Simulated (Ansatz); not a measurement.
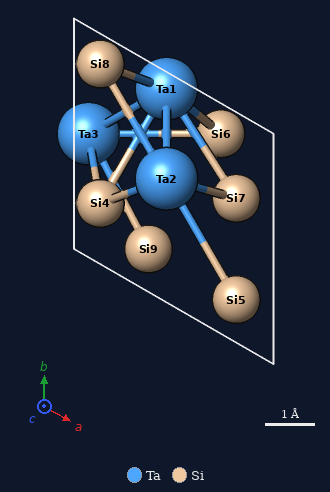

**Figure 1.** The structure as given in the input (ball-and-stick view of the cell of the calculation, along the c axis; atoms are numbered from 1 in the order of the input). An atom can appear more than once, as a periodic image.

## Two runs on TaSi2

System: TaSi2 (P3₂12, 9 atoms in the cell).
Method of the first run: DFT PBEsol, scalar-relativistic, plane waves, PAW, no spin polarisation (Ansatz 0.2.0).

The structure derives from an entry of the Crystallography Open Database. Text and figures count atoms from 1; the logs count them from 0 in places.

**Input, the first run**
```yaml
crystal:
  lattice:
    - [4.7608595319, 0.0, 0.0]
    - [-2.3804297659, 4.1230252985, 0.0]
    - [0.0, 0.0, 6.5557841497]
  atoms:
    - { symbol: Ta, position: [0.4636189475, -0.0727621051, 0.5] }
    - { symbol: Ta, position: [0.4636189475, 0.5363810525, 0.8333333333] }
    - { symbol: Ta, position: [0.0727621051, 0.5363810525, 0.1666666667] }
    - { symbol: Si, position: [0.1317147842, 0.2634295684, 0.5] }
    - { symbol: Si, position: [0.8131796982, 0.1868203018, 0.8333333333] }
    - { symbol: Si, position: [0.7365704316, 0.8682852158, 0.1666666667] }
    - { symbol: Si, position: [0.8131796982, 0.6263593964, 0.5] }
    - { symbol: Si, position: [0.1317147842, 0.8682852158, 0.8333333333] }
    - { symbol: Si, position: [0.3736406036, 0.1868203018, 0.1666666667] }
basis:
  ecutwfc: 420
kpoints:
  mp_grid: { grid: [12, 12, 6] }
hamiltonian:
  xc: pbesol
scf:
  occupations: { method: gaussian, width: 0.15 }
output:
  forces: true
  stress: true
  eigenvalues: true
```

Launched with:
```bash
ansatz run input.yaml --threads 2 --pin off --max-ram 5120MiB --backend cpu --events-out ev --progress --plain --runs-dir out
```

Hardware: 2 threads of Intel Xeon (Granite Rapids), 192 GiB of memory available, shared host.

**Output, shortened to warnings, some set-up lines, iterations and results (the first run)**
```
Basis set: ecut = 420 eV, 2523 PW (Γ), exchange–correlation on 64×64×90 points (8 copies of the dense FFT grid, shifted against one another)
Symmetry: 6 space group operations
k-points: 100 of 864 (time reversal used)
Initial density: superposition of atomic densities (neutral atoms: chi_scale 0, normalization atom), corrected by the library's trained network
[...]
SCF iter   1: F=—  HF=-33152.433001 eV  |F-HF|=—  |Δ(HF+E_count)|=         —  Δρ=4.91e-3  dr2=2.62e-2  ethr=1.77e-3  ⟨swp⟩=6.9  Hψ=18967  notcnv=0
SCF iter   2: F=—  HF=-33152.429126 eV  |F-HF|=—  |Δ(HF+E_count)|=   3.87e-3  Δρ=2.60e-3  dr2=5.07e-3  ethr=4.16e-5  ⟨swp⟩=2.3  Hψ=5674  notcnv=0
SCF iter   3: F=—  HF=-33152.428451 eV  |F-HF|=—  |Δ(HF+E_count)|=   6.75e-4  Δρ=5.55e-4  dr2=2.86e-4  ethr=8.06e-6  ⟨swp⟩=2.4  Hψ=6673  notcnv=0
SCF iter   4: F=—  HF=-33152.428406 eV  |F-HF|=—  |Δ(HF+E_count)|=   4.58e-5  Δρ=7.76e-5  dr2=5.65e-6  ethr=4.54e-7  ⟨swp⟩=2.5  Hψ=5417  notcnv=0
SCF iter   5: F=—  HF=-33152.428342 eV  |F-HF|=—  |Δ(HF+E_count)|=   6.34e-5  Δρ=1.08e-5  dr2=1.12e-7  ethr=8.96e-9  ⟨swp⟩=2.5  Hψ=6494  notcnv=0
SCF iter   6: F=-33152.428342 eV  HF=-33152.428342 eV  |F-HF|=7.28e-10  |Δ(HF+E_count)|=   1.82e-8  Δρ=1.38e-6  dr2=2.07e-9  ethr=1.59e-10  ⟨swp⟩=9.8  Hψ=17403  notcnv=0
SCF 1 converged in 6 iterations: F = -33152.428342 eV  dr2 = 2.07e-9
SCF converged after 6 iterations
Free energy (F): -33152.428342 eV
Harris-Foulkes:  -33152.428342 eV  (|F-HF|=7.28e-10)
Internal energy: -33152.398725 eV  (E = F + TS)
E sigma→0 (E₀):  -33152.413534 eV
Entropy (-TS):   -0.029617 eV (-3.291 meV/atom)
Fermi energy:    15.540438 eV
--- Per-component energies (eV) ---
  E_band       = -245.976900
  E_kinetic    = 1366.168195
  E_local      = -2379.926240  (includes V_loc(G=0)·N_el)
  E_nonlocal   = 205.795309
  E_hartree    = 917.753906
  E_xc         = -992.949448
  E_vxc        = -910.625706  (∫ρ·V_xc dr)
  E_paw        = -27812.401857  (= ΣΔE_a)
  E_vpaw       = -362.897025  (= ΣTr[D̂ρ^β])
  E_aug_tail   = 0.000465  (compensation charges beyond the density's cutoff)
  E_ewald      = -4457.669359
  E_core_change = 0.830303  (= ΣΔE_core)
  E_smearing   = -0.029617  (= −TS)
  E_closure    = 0.000000  (closes the sum)
  Σ components = -33152.428342   (vs F -33152.428342, Δ=0.00e0)
--- Forces (eV/Å), atoms counted from 1 ---
  atom   1  Ta     0.00000000     2.58703191     0.00000000
  atom   2  Ta     2.24043535    -1.29351596    -0.00000000
  atom   3  Ta    -2.24043535    -1.29351596    -0.00000000
  atom   4  Si     0.00000000     0.49349758    -0.00000000
  atom   5  Si     0.03429742    -0.01980162     0.00000000
  atom   6  Si    -0.42738144    -0.24674879    -0.00000000
  atom   7  Si     0.00000000     0.03960325     0.00000000
  atom   8  Si     0.42738144    -0.24674879    -0.00000000
  atom   9  Si    -0.03429742    -0.01980162     0.00000000
  max |Σ_I F_I| component: 2.22e-16 eV/Å
--- Stress (GPa, compression-positive) ---
        1.344786      -0.000000      -0.000000
        0.000000       1.344786       0.000000
       -0.000000      -0.000000       3.113539
  P = ⅓ Tr σ = 1.9344 GPa (19.344 kbar)
```

The input of the second run differs as follows (lines with − go, lines with + come):
```diff
-    - { symbol: Ta, position: [0.4636189475, -0.0727621051, 0.5] }
-    - { symbol: Ta, position: [0.4636189475, 0.5363810525, 0.8333333333] }
-    - { symbol: Ta, position: [0.0727621051, 0.5363810525, 0.1666666667] }
-    - { symbol: Si, position: [0.1317147842, 0.2634295684, 0.5] }
-    - { symbol: Si, position: [0.8131796982, 0.1868203018, 0.8333333333] }
-    - { symbol: Si, position: [0.7365704316, 0.8682852158, 0.1666666667] }
-    - { symbol: Si, position: [0.8131796982, 0.6263593964, 0.5] }
-    - { symbol: Si, position: [0.1317147842, 0.8682852158, 0.8333333333] }
-    - { symbol: Si, position: [0.3736406036, 0.1868203018, 0.1666666667] }
+    - { symbol: Ta, position: [0.5045476316, 0.0090952631, 0.5] }
+    - { symbol: Ta, position: [0.5045476316, 0.4954523684, 0.8333333333] }
+    - { symbol: Ta, position: [-0.0090952631, 0.4954523684, 0.1666666667] }
+    - { symbol: Si, position: [0.1627116378, 0.3254232757, 0.5] }
+    - { symbol: Si, position: [0.8441765518, 0.1558234482, 0.8333333333] }
+    - { symbol: Si, position: [0.6745767243, 0.8372883622, 0.1666666667] }
+    - { symbol: Si, position: [0.8441765518, 0.6883531037, 0.5] }
+    - { symbol: Si, position: [0.1627116378, 0.8372883622, 0.8333333333] }
+    - { symbol: Si, position: [0.3116468963, 0.1558234482, 0.1666666667] }
```

Predict how the results change.

With the same functional and potentials, the second run lies 140.9 meV per atom lower. The pressure goes from 1.93 to 0.05 GPa. The largest force goes from 2.587 to 0.286 eV/Å. The number of SCF iterations is the same.

**Output, shortened to warnings, some set-up lines, iterations and results (the second run)**
```
Basis set: ecut = 420 eV, 2523 PW (Γ), exchange–correlation on 64×64×90 points (8 copies of the dense FFT grid, shifted against one another)
Symmetry: 6 space group operations
k-points: 100 of 864 (time reversal used)
Initial density: superposition of atomic densities (neutral atoms: chi_scale 0, normalization atom), corrected by the library's trained network
[...]
SCF iter   1: F=—  HF=-33153.704320 eV  |F-HF|=—  |Δ(HF+E_count)|=         —  Δρ=5.32e-3  dr2=4.68e-2  ethr=1.77e-3  ⟨swp⟩=7.0  Hψ=18972  notcnv=0
SCF iter   2: F=—  HF=-33153.697170 eV  |F-HF|=—  |Δ(HF+E_count)|=   7.15e-3  Δρ=2.64e-3  dr2=7.12e-3  ethr=7.43e-5  ⟨swp⟩=2.0  Hψ=5378  notcnv=0  defer=1
SCF iter   3: F=—  HF=-33153.696421 eV  |F-HF|=—  |Δ(HF+E_count)|=   7.49e-4  Δρ=6.86e-4  dr2=4.28e-4  ethr=1.13e-5  ⟨swp⟩=2.0  Hψ=4849  notcnv=0  defer=1
SCF iter   4: F=—  HF=-33153.696387 eV  |F-HF|=—  |Δ(HF+E_count)|=   3.41e-5  Δρ=8.70e-5  dr2=9.78e-6  ethr=6.79e-7  ⟨swp⟩=2.0  Hψ=5425  notcnv=0  defer=1
SCF iter   5: F=—  HF=-33153.696299 eV  |F-HF|=—  |Δ(HF+E_count)|=   8.83e-5  Δρ=1.13e-5  dr2=2.17e-7  ethr=1.55e-8  ⟨swp⟩=2.0  Hψ=5807  notcnv=0  defer=1
SCF iter   6: F=-33153.696299 eV  HF=-33153.696299 eV  |F-HF|=4.14e-9  |Δ(HF+E_count)|=   3.81e-8  Δρ=2.08e-6  dr2=7.00e-9  ethr=1.59e-10  ⟨swp⟩=9.9  Hψ=17466  notcnv=0
SCF 1 converged in 6 iterations: F = -33153.696299 eV  dr2 = 7.00e-9
SCF converged after 6 iterations
Free energy (F): -33153.696299 eV
Harris-Foulkes:  -33153.696299 eV  (|F-HF|=4.14e-9)
Internal energy: -33153.656171 eV  (E = F + TS)
E sigma→0 (E₀):  -33153.676235 eV
Entropy (-TS):   -0.040127 eV (-4.459 meV/atom)
Fermi energy:    15.291687 eV
--- Per-component energies (eV) ---
  E_band       = -248.900020
  E_kinetic    = 1365.325269
  E_local      = -2327.838674  (includes V_loc(G=0)·N_el)
  E_nonlocal   = 205.480096
  E_hartree    = 890.939965
  E_xc         = -992.780342
  E_vxc        = -910.428930  (∫ρ·V_xc dr)
  E_paw        = -27812.665188  (= ΣΔE_a)
  E_vpaw       = -363.314847  (= ΣTr[D̂ρ^β])
  E_aug_tail   = 0.000461  (compensation charges beyond the density's cutoff)
  E_ewald      = -4482.948061
  E_core_change = 0.830303  (= ΣΔE_core)
  E_smearing   = -0.040127  (= −TS)
  E_closure    = 0.000000  (closes the sum)
  Σ components = -33153.696299   (vs F -33153.696299, Δ=0.00e0)
--- Forces (eV/Å), atoms counted from 1 ---
  atom   1  Ta    -0.00000000    -0.28572151    -0.00000000
  atom   2  Ta    -0.24744208     0.14286075    -0.00000000
  atom   3  Ta     0.24744208     0.14286075     0.00000000
  atom   4  Si    -0.00000000    -0.02189232    -0.00000000
  atom   5  Si    -0.03965194     0.02289306     0.00000000
  atom   6  Si     0.01895930     0.01094616    -0.00000000
  atom   7  Si    -0.00000000    -0.04578611     0.00000000
  atom   8  Si    -0.01895930     0.01094616    -0.00000000
  atom   9  Si     0.03965194     0.02289306     0.00000000
  max |Σ_I F_I| component: 1.04e-16 eV/Å
--- Stress (GPa, compression-positive) ---
        0.025042       0.000000      -0.000000
        0.000000       0.025042      -0.000000
       -0.000000      -0.000000       0.096902
  P = ⅓ Tr σ = 0.0490 GPa (0.490 kbar)
```

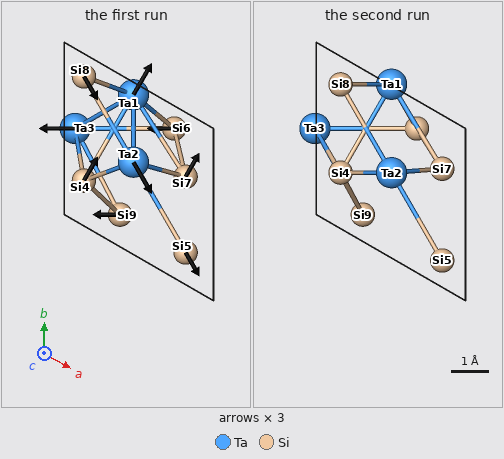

**Figure 2.** The two input geometries at one scale (ball-and-stick view of the cell of the calculation, along the c axis). The black arrows on the first give the shifts of the atoms relative to the cell, with their mean removed, magnified 3 times. The largest moves, 0.34 Å, are those of Ta1, Ta2 and Ta3. Largest moves by element: Ta 0.34 Å, Si 0.26 Å. (The mean shift of all atoms is removed.) The cell stays as it was. Among the contacts that change: Ta1–Ta2 2.870 → 3.280 Å, Ta1–Si7 2.882 → 2.801 Å, Ta1–Si4 2.737 → 2.819 Å, Ta1–Si5 2.649 → 2.598 Å.

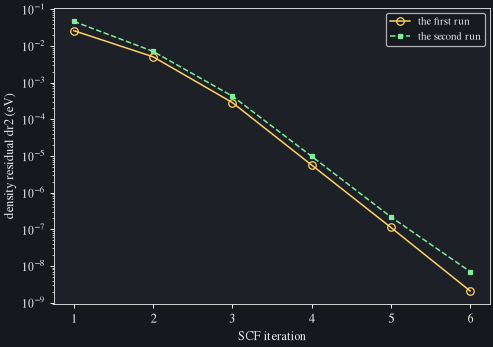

**Figure 3.** Convergence of the two runs: density residual dr2 against the SCF iteration. The first run takes 6 iterations in all, and the second run takes 6.

**The two runs side by side**

```csv
quantity,the first run,the second run
outcome,converged,converged
free energy per atom (eV),−3683.6031,−3683.7440
"energy per atom, smearing taken to zero (eV)",−3683.6015,−3683.7418
gap on the mesh (eV),0.00,0.00
pressure (GPa),1.93,0.05
largest force (eV/Å),2.587,0.286
SCF iterations,6,6
irreducible k-points,100,100
plane waves at Γ,2523,2523
wall time (shared host),10 s,10 s
```

For both runs: Spin–orbit coupling is left out, which matters for Ta.
